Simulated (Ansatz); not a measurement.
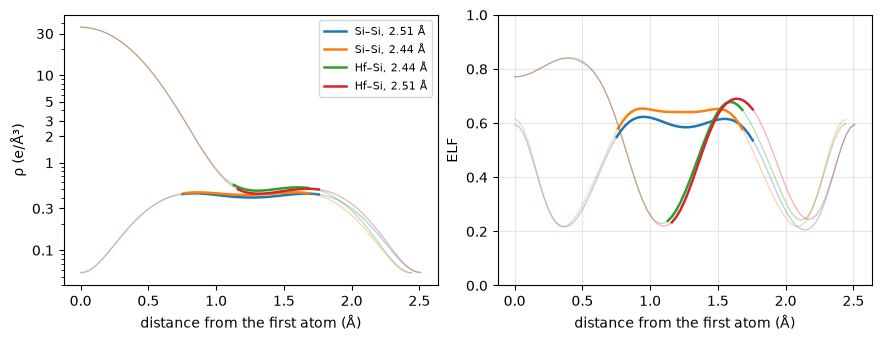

Figure 1: HfSi47 (cell with a defect). Valence pseudo-density and electron localisation function along straight lines between neighbouring atoms. Thin, pale parts lie inside the atomic spheres.

Not relaxed (largest force 1.5 eV/Å); computed pressure about 54 GPa in this cell.

These are results of Ansatz 0.2.0, DFT, PBE, plane-wave PAW, default files, scalar-relativistic, not measurements.

Core electrons are frozen (PAW), and the valence fields are smoothed inside the atomic spheres.

The calculation's input:

```
crystal:
  lattice:
    - [7.332, 0.0, 0.0]
    - [-4.888, 8.4662643472, 0.0]
    - [0.0, 0.0, 8.304]
  atoms:
    - { symbol: Hf, position: [0.1111111111, 0.1666666667, 0.125] }
    - { symbol: Si, position: [0.1111111111, 0.1666666667, 0.625] }
    - { symbol: Si, position: [0.1111111111, 0.4166666667, 0.125] }
    - { symbol: Si, position: [0.1111111111, 0.4166666667, 0.625] }
    - { symbol: Si, position: [0.1111111111, 0.6666666667, 0.125] }
    - { symbol: Si, position: [0.1111111111, 0.6666666667, 0.625] }
    - { symbol: Si, position: [0.1111111111, 0.9166666667, 0.125] }
    - { symbol: Si, position: [0.1111111111, 0.9166666667, 0.625] }
    - { symbol: Si, position: [0.4444444444, 0.1666666667, 0.125] }
    - { symbol: Si, position: [0.4444444444, 0.1666666667, 0.625] }
    - { symbol: Si, position: [0.4444444444, 0.4166666667, 0.125] }
    - { symbol: Si, position: [0.4444444444, 0.4166666667, 0.625] }
    - { symbol: Si, position: [0.4444444444, 0.6666666667, 0.125] }
    - { symbol: Si, position: [0.4444444444, 0.6666666667, 0.625] }
    - { symbol: Si, position: [0.4444444444, 0.9166666667, 0.125] }
    - { symbol: Si, position: [0.4444444444, 0.9166666667, 0.625] }
    - { symbol: Si, position: [0.7777777778, 0.1666666667, 0.125] }
    - { symbol: Si, position: [0.7777777778, 0.1666666667, 0.625] }
    - { symbol: Si, position: [0.7777777778, 0.4166666667, 0.125] }
    - { symbol: Si, position: [0.7777777778, 0.4166666667, 0.625] }
    - { symbol: Si, position: [0.7777777778, 0.6666666667, 0.125] }
    - { symbol: Si, position: [0.7777777778, 0.6666666667, 0.625] }
    - { symbol: Si, position: [0.7777777778, 0.9166666667, 0.125] }
    - { symbol: Si, position: [0.7777777778, 0.9166666667, 0.625] }
    - { symbol: Si, position: [0.2222222222, 0.0833333333, 0.375] }
    - { symbol: Si, position: [0.2222222222, 0.0833333333, 0.875] }
    - { symbol: Si, position: [0.2222222222, 0.3333333333, 0.375] }
    - { symbol: Si, position: [0.2222222222, 0.3333333333, 0.875] }
    - { symbol: Si, position: [0.2222222222, 0.5833333333, 0.375] }
    - { symbol: Si, position: [0.2222222222, 0.5833333333, 0.875] }
    - { symbol: Si, position: [0.2222222222, 0.8333333333, 0.375] }
    - { symbol: Si, position: [0.2222222222, 0.8333333333, 0.875] }
    - { symbol: Si, position: [0.5555555556, 0.0833333333, 0.375] }
    - { symbol: Si, position: [0.5555555556, 0.0833333333, 0.875] }
    - { symbol: Si, position: [0.5555555556, 0.3333333333, 0.375] }
    - { symbol: Si, position: [0.5555555556, 0.3333333333, 0.875] }
    - { symbol: Si, position: [0.5555555556, 0.5833333333, 0.375] }
    - { symbol: Si, position: [0.5555555556, 0.5833333333, 0.875] }
    - { symbol: Si, position: [0.5555555556, 0.8333333333, 0.375] }
    - { symbol: Si, position: [0.5555555556, 0.8333333333, 0.875] }
    - { symbol: Si, position: [0.8888888889, 0.0833333333, 0.375] }
    - { symbol: Si, position: [0.8888888889, 0.0833333333, 0.875] }
    - { symbol: Si, position: [0.8888888889, 0.3333333333, 0.375] }
    - { symbol: Si, position: [0.8888888889, 0.3333333333, 0.875] }
    - { symbol: Si, position: [0.8888888889, 0.5833333333, 0.375] }
    - { symbol: Si, position: [0.8888888889, 0.5833333333, 0.875] }
    - { symbol: Si, position: [0.8888888889, 0.8333333333, 0.375] }
    - { symbol: Si, position: [0.8888888889, 0.8333333333, 0.875] }
kpoints:
  mp_grid: { grid: [3, 2, 2] }
scf:
  occupations: { method: fermi_dirac, width: 0.01 }
hamiltonian:
  xc: pbe
  pseudopotentials: { kind: paw }
output:
  forces: true
  stress: true
  populations: true
  efg: { quadrupole_moments_barn: { Hf: 3.365 }, contact_densities: true }
  write_density: true
  write_potential: true
  elf: true
  volumetric_format: npy
```

Command:

```sh
ansatz run input.yaml --threads 1 --pin off --max-ram 3072MiB --backend cpu --events-out ev --progress --plain --runs-dir out
```

What can be read from the curves?

Answer. Si–Si (2.51 Å): ρ at the midpoint is about 0.4 e/Å³; the ELF peaks at about 0.60 between the atoms.
Si–Si (2.44 Å): ρ is about 0.43 e/Å³ halfway; the ELF peaks at about 0.65 between the atoms.
Hf–Si (2.44 Å): the density is about 0.49 e/Å³ at the midpoint; the ELF peaks at about 0.70 in the valence shell of Si, 0.9 Å from its nucleus, and is about 0.30 at the midpoint.
Hf–Si (2.51 Å): ρ at the midpoint is about 0.45 e/Å³; the ELF peaks at about 0.70 in the valence shell of Si, 0.9 Å from its nucleus, and is about 0.30 at the midpoint.
